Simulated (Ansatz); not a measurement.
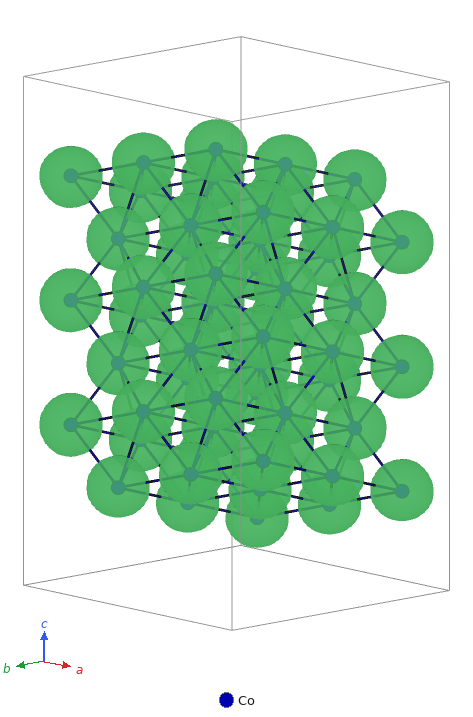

Co (slab). Isosurface of the valence pseudo-density at 0.5 e/Å³ (green), seen at an oblique angle. Sticks mark near contacts.

Not relaxed (largest force 0.5 eV/Å); spin-polarised.

All numbers below come from Ansatz 0.2.0, DFT PBE, scalar-relativistic, plane waves, PAW.

The density is the valence pseudo-density of a PAW calculation; it isn't the true density close to the nuclei.

Q: Which contacts does the surface bridge?

A: At this value the density breaks into separate islands; it holds about 85 % of the electrons treated as valence (semicore included). It bridges none of the near contacts. It is pinched off along the shortest Co–Co (2.48 Å) contacts. On the grid the lowest density along these lines, outside the cores, is 0.35 e/Å³ (Co–Co, 2.48 Å).

Q: Does the calculation make it a metal, or give it a gap?

A: It is gapless in this calculation (a metal or semimetal).
